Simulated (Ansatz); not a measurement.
Band-structure calculation of PbO2

System: PbO2 (3 atoms in the cell).
Method: DFT PBE+D3(BJ), scalar-relativistic, plane waves, PAW, no spin polarisation (Ansatz 0.2.0).

The structure was made by a generator, so it may or may not be a known phase.

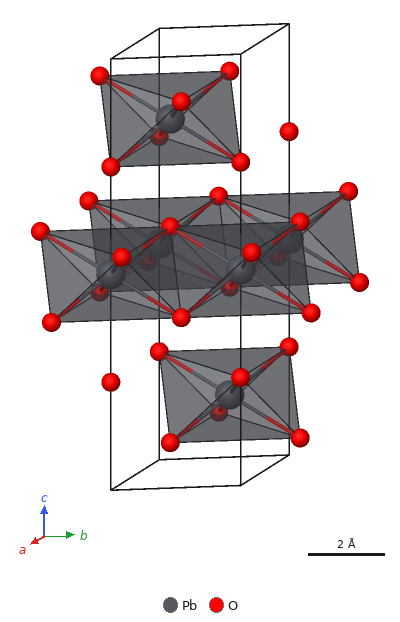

Figure 1. The structure (polyhedral view of the cell 3 times as large as that of the calculation, set on its symmetry axes, seen slightly off an axis; polyhedra are completed across the faces of the cell).

Results in brief

- outcome: converged
- space group (tolerance 0.01 Å): R-3m (166)
- electrons treated: 26
- free energy: −13039.1028 eV
- Fermi energy: 8.634 eV
- gap on the k-point mesh: none (metallic)
- pressure: 0.01 GPa
- largest force (length of the vector): 0.001 eV/Å
- hardware: 1 thread of Arm Neoverse V2, 24 GiB of memory available, shared host
- wall time: 63 s
- peak memory: 0.78 GiB

Notes

Spin–orbit coupling is left out, which matters for Pb.

The input
```yaml
crystal:
  lattice:
    - [1.7417882339, 1.0056219057, 3.941013155]
    - [-1.7417882339, 1.0056219057, 3.941013155]
    - [0.0, -2.0112438115, 3.941013155]
  atoms:
    - { symbol: Pb, position: [0.5, 0.5, 0.5] }
    - { symbol: O, position: [0.7495960413, 0.7495960413, 0.7495960413] }
    - { symbol: O, position: [0.2504039587, 0.2504039587, 0.2504039587] }
basis:
  ecutwfc: 420
kpoints:
  mp_grid: { grid: [18, 18, 18] }
  band_path:
    path:
      - [[0.0, 0.0, 0.0], [0.5, 0.5, 0.5], [0.78992607, 0.21007393, 0.5]]
      - [[0.5, -0.21007393, 0.21007393], [0.5, 0.0, 0.0], [0.0, 0.0, 0.0], [0.35503697, -0.35503697, 0.0]]
      - [[0.64496303, 0.0, 0.35503697], [0.5, 0.0, 0.5], [0.0, 0.0, 0.0]]
    npoints: 14
hamiltonian:
  xc: pbe
  dispersion: d3bj
scf:
  occupations: { method: gaussian, width: 0.1 }
  n_extra_bands: 7
output:
  forces: true
  stress: true
  eigenvalues: true
  populations: true
  dos: { projected: true, de: 0.02, nscf_kmesh: { grid: [22, 22, 22] } }
  bader: true
  write_density: true
  write_potential: true
  elf: true
  volumetric_format: npy
```

Run as:
```bash
ansatz run input.yaml --threads 1 --pin off --max-ram 2048MiB --backend cpu --events-out ev --progress --plain --runs-dir out
```

Output
```
scf.n_extra_bands = 7 over 13 filled bands (N_el = 26.0): the run solves 20 bands
Engine: ansatz 0.2.0, aarch64-unknown-linux-gnu
Pseudopotentials: kind: paw
Pseudopotential: Pb, paw, valence charge 14, recommended cutoff 420 eV (normal), Pb.paw.azcp
Pseudopotential: O, paw, valence charge 6, recommended cutoff 420 eV (normal), O.paw.azcp
Functional definition: PBE
  parameter kappa = 0.804
  parameter beta = 0.06672455060314922
  exchange = pbe_x(kappa = kappa, mu = beta*pi^2/3)
  correlation = pbe_c(beta = beta)
Crystal: 3 atoms, lattice volume = 41.418 Å³
Basis set: ecut = 420 eV, 793 PW (Γ), exchange–correlation on 60×60×60 points (8 copies of the dense FFT grid, shifted against one another)
Bands: 20, of which v1, the nominal top of the filled ones, is band 13 counted from 1 (12 counted from 0)
Symmetry: 12 space group operations
Space group: R-3m (ITA 166), of the structure as read, at distance tolerance 3.5e-5 Å
k-points: 580 of 5832
Non-local potential: Pb, projectors of the file, l = 0: 2, l = 1: 2, l = 2: 2, l = 3: 2
Non-local potential: O, projectors of the file, l = 0: 2, l = 1: 2, l = 2: 1
PAW form: soft (Blöchl's): semilocal exchange-correlation on the pseudo side does not see the compensation charge
PAW one-centre angular grid: Pb, 590 points (default); XC on 64 Gauss nodes
PAW one-centre angular grid: O, 110 points (default); XC on 64 Gauss nodes
Initial density: superposition of atomic densities (neutral atoms: chi_scale 0, normalization atom), corrected by the library's trained network
Initial wavefunctions: pseudopotential atomic-orbital guess
Functional: x = pbe(κ = 0.804, μ = 0.2195149727645171), c = pbe(β = 0.06672455060314922)
SCF iter   1: F=—  HF=-13039.103529 eV  |F-HF|=—  |Δ(HF+E_count)|=         —  Δρ=3.42e-3  dr2=3.27e-3  ethr=1.77e-3  ⟨swp⟩=6.0  Hψ=63243  notcnv=0  defer=263
preconditioner: auto → Kerker (q_TF=auto, 2.525 Å⁻¹)  [metal: Δε(μ)=0.086 eV  Ē_g=19.921 eV  σ=0.100 eV  W_gap=0.39  n_scr=14 (ndim 8)  ℏωp=29.4 eV  f_vac=0.062  D(μ)=0.13/eV (n_scr^D=0)]
SCF iter   2: F=—  HF=-13039.102555 eV  |F-HF|=—  |Δ(HF+E_count)|=   9.74e-4  Δρ=1.47e-3  dr2=5.20e-4  ethr=1.26e-5  ⟨swp⟩=2.3  Hψ=23054  notcnv=0  defer=456
SCF iter   3: F=—  HF=-13039.102712 eV  |F-HF|=—  |Δ(HF+E_count)|=   1.57e-4  Δρ=6.55e-4  dr2=1.41e-4  ethr=2.00e-6  ⟨swp⟩=2.6  Hψ=18122  notcnv=0  defer=456
SCF iter   4: F=—  HF=-13039.102764 eV  |F-HF|=—  |Δ(HF+E_count)|=   5.26e-5  Δρ=1.73e-4  dr2=1.25e-5  ethr=5.41e-7  ⟨swp⟩=2.1  Hψ=14321  notcnv=0  defer=456
SCF iter   5: F=—  HF=-13039.102765 eV  |F-HF|=—  |Δ(HF+E_count)|=   1.03e-6  Δρ=4.64e-5  dr2=1.31e-6  ethr=4.82e-8  ⟨swp⟩=2.5  Hψ=16788  notcnv=0  defer=456
SCF iter   6: F=—  HF=-13039.102766 eV  |F-HF|=—  |Δ(HF+E_count)|=   3.82e-7  Δρ=1.33e-5  dr2=1.45e-7  ethr=5.04e-9  ⟨swp⟩=2.8  Hψ=18348  notcnv=0  defer=456
SCF iter   7: F=-13039.102766 eV  HF=-13039.102766 eV  |F-HF|=5.70e-8  |Δ(HF+E_count)|=   8.80e-8  Δρ=6.41e-6  dr2=2.62e-8  ethr=3.85e-10  ⟨swp⟩=14.2  Hψ=84812  notcnv=0
SCF 1 converged in 7 iterations: F = -13039.102766 eV  dr2 = 2.62e-8
  greatest PAW one-centre occupation: 0.987 electrons in one spin orbital (limit 2), on the Pb atom at site 0 (counted from 0), in its partial waves of l = 2
```

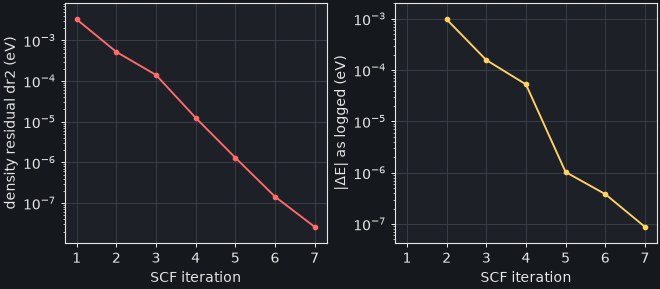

Figure 2. Convergence of the self-consistent field: density residual dr2 and size of the energy change against the SCF iteration. The residual falls at every step.

```
NSCF: frozen V_eff on 101 k-points
NSCF: frozen V_eff on 1024 k-points
SCF converged after 7 iterations
Free energy (F): -13039.102766 eV
Harris-Foulkes:  -13039.102766 eV  (|F-HF|=5.70e-8)
Internal energy: -13039.102121 eV  (E = F + TS)
E sigma→0 (E₀):  -13039.102443 eV
Entropy (-TS):   -0.000645 eV (-0.215 meV/atom)
Fermi energy:    8.634365 eV
--- Per-component energies (eV) ---
  E_band       = -28.988042
  E_kinetic    = 638.923039
  E_local      = -1636.672164  (includes V_loc(G=0)·N_el)
  E_nonlocal   = 451.289356
  E_hartree    = 627.666884
  E_xc         = -363.653845
  E_vxc        = -315.425505  (∫ρ·V_xc dr)
  E_paw        = -10731.980580  (= ΣΔE_a)
  E_vpaw       = -422.443635  (= ΣTr[D̂ρ^β])
  E_aug_tail   = 0.004737  (compensation charges beyond the density's cutoff)
  E_ewald      = -2024.029331
  E_disp       = -0.650215  (pairwise vdW)
  E_smearing   = -0.000645  (= −TS)
  E_closure    = 0.000000  (closes the sum)
  Σ components = -13039.102766   (vs F -13039.102766, Δ=0.00e0)
--- Forces (eV/Å), atoms counted from 1 ---
  atom   1  Pb    -0.00000000     0.00000000     0.00000000
  atom   2  O      0.00000000    -0.00000000     0.00082952
  atom   3  O     -0.00000000     0.00000000    -0.00082952
  max |Σ_I F_I| component: 1.85e-17 eV/Å
--- Stress (GPa, compression-positive) ---
        0.024461       0.000000       0.000000
        0.000000       0.024461       0.000000
        0.000000       0.000000      -0.010031
  P = ⅓ Tr σ = 0.0130 GPa (0.130 kbar)
--- Band table (eV; the first three rows and the last of 580) ---
  k-point 0: bands = ["-9.7912", "-7.3869", "-7.0047", "-7.0047", "-6.7918", "-6.6964", "-6.6964", "4.0810", "7.0855", "7.0855", "7.4241", "7.4241", "8.0816", "8.4561", "13.6487", "17.8391", "17.8391", "20.8716", "24.9716", "24.9716"]
  k-point 1: bands = ["-9.7610", "-7.6062", "-6.9958", "-6.8278", "-6.7831", "-6.6972", "-6.6490", "4.0261", "6.7796", "7.0247", "7.3656", "7.4442", "8.3109", "8.5525", "13.7579", "17.5588", "17.9030", "21.1991", "24.3462", "24.9449"]
  k-point 2: bands = ["-9.6738", "-7.9251", "-6.9709", "-6.7899", "-6.7484", "-6.6988", "-6.3624", "3.8506", "6.3432", "6.8730", "7.1394", "7.4796", "8.3321", "9.1062", "14.0637", "17.0005", "18.0855", "21.8460", "23.6359", "24.8852"]
  k-point 579: bands = ["-9.3909", "-8.0706", "-6.9933", "-6.9933", "-6.6894", "-6.6894", "-6.4437", "3.4760", "6.3506", "6.5764", "6.5764", "7.7610", "7.7610", "10.8932", "14.1103", "18.7434", "18.7434", "23.1746", "24.9703", "25.1666"]
--- Löwdin populations: 3 sites ---
  site symbol       q [e]
     0     Pb     12.5061
     1      O      6.6793
     2      O      6.6793
  spilling = 0.005205 (of n_electrons = 26.000000)
--- Bader charges: 3 sites ---
  site symbol  charge [e]  shift [e]
     0     Pb      1.9802     0.0008
     1      O     -0.9901     0.0004
     2      O     -0.9901     0.0004
  estimated error of the sums over rays = 4.5e-4 e
```

File bader_charges.tsv
```
# site	symbol	x_ang	y_ang	z_ang	partial_charge_e	electrons	volume_ang3	relative_density_drop	shared_charge_e	partial_wave_shift_e
# quadrature_error_electrons = 4.5e-4
0	Pb	0.0000	0.0000	5.9115	1.98024	80.01976	14.91	-	1.98024	0.00083
1	O	0.0000	0.0000	8.8625	-0.99012	8.99012	13.25	-	-0.99012	0.00042
2	O	0.0000	0.0000	2.9605	-0.99012	8.99012	13.25	-	-0.99012	0.00042
```

File populations.tsv
```
# site	symbol	l	j	q
# orbitals = lowdin
# n_electrons = 26.000000
# spilling = 0.005205
0	Pb	0_6S	-	1.196717
0	Pb	1_6P	-	1.319487
0	Pb	2_5D	-	9.989854
1	O	0_2S	-	1.816824
1	O	1_2P	-	4.862478
2	O	0_2S	-	1.816824
2	O	1_2P	-	4.862478
```

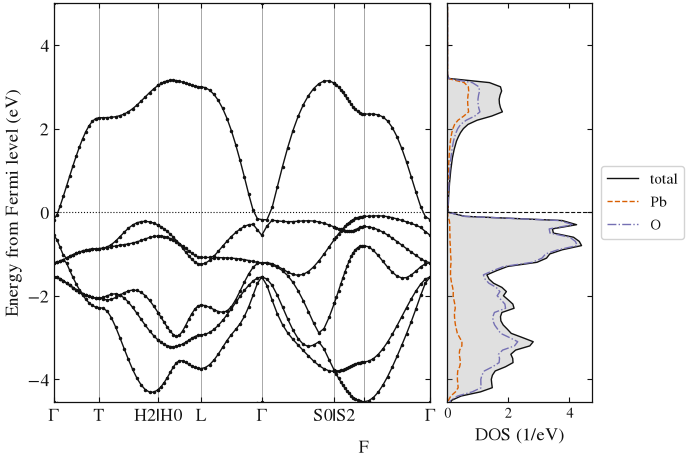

Figure 3. Band structure along Γ–T–H2|H0–L–Γ–S0|S2–F–Γ and density of states (projected on Löwdin-orthogonalised atomic shells), with energies from the Fermi level. Bands cross the Fermi level: a metal at this level of theory.

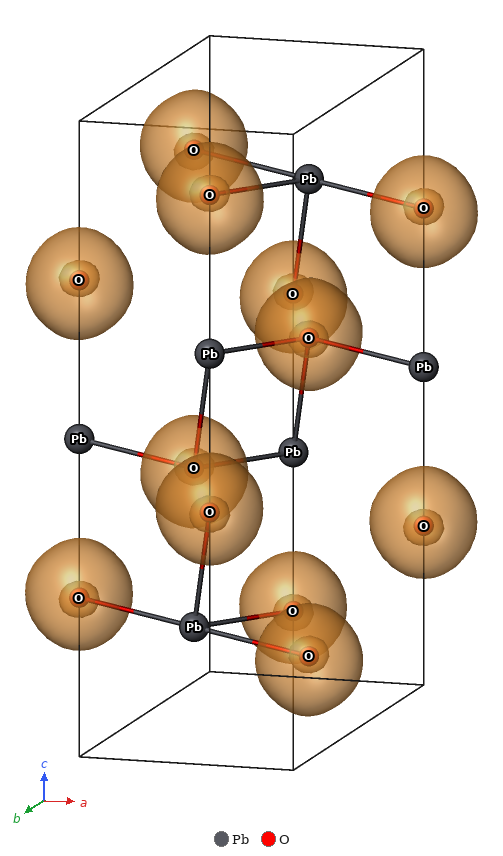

Figure 4. Isosurface of the ELF at 0.65 (orange), seen at an oblique angle. Only the valence region is drawn (cores and ρ < 0.01 e/Å³ removed). Sticks mark near contacts. The outline is the cell set on symmetry axes. Along the contacts the grid gives the following. Pb–O (2.24 Å): the ELF peaks at about 0.80 in the valence shell of O, 0.6 Å from its nucleus, and drops to about 0.20 between the two atoms (no shared pair; the contact is polar). In a PAW calculation such maps are meaningful between the atoms, not at the nuclei.

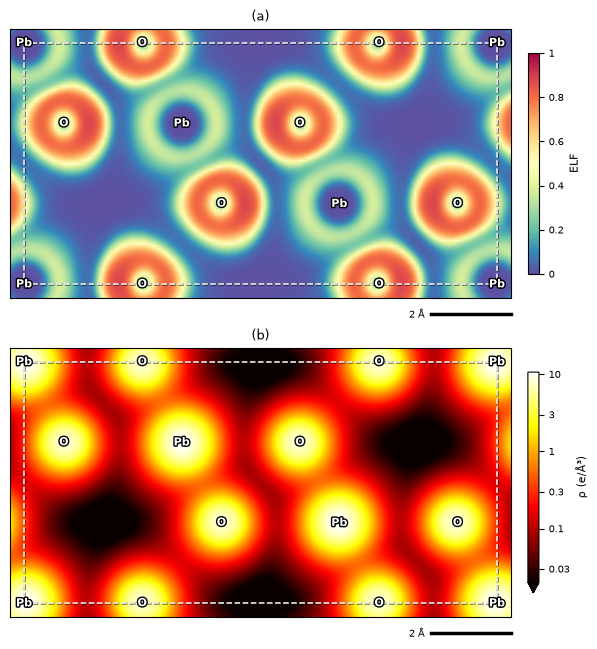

Figure 5. (a) ELF; (b) valence pseudo-density on the (110) plane of the conventional cell. The section cuts through Pb and O sites. Pb–O (2.24 Å): the density is about 0.55 e/Å³ at the midpoint; the ELF peaks at about 0.80 in the valence shell of O, 0.6 Å from its nucleus, and drops to about 0.20 between the two atoms; no shared pair; the contact is polar. Away from the nuclei the density in this plane falls to 0.01 e/Å³ at its lowest.

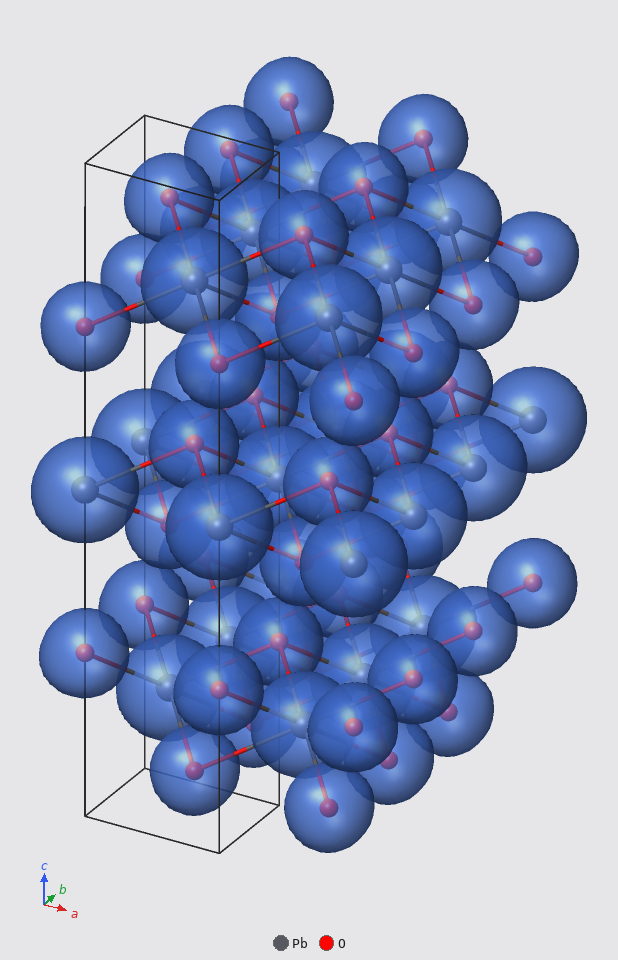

Figure 6. Isosurface of the valence charge density (pseudo) at 0.8 e/Å³ (blue), seen slightly off an axis. Sticks mark near contacts. The outline is the cell set on symmetry axes. At this value the density breaks into separate islands; it holds about 70 % of the electrons treated as valence (semicore included). It is pinched off along the Pb–O (2.24 Å) contacts. On the grid the lowest density along these lines, outside the cores, is 0.54 e/Å³ (Pb–O, 2.24 Å).
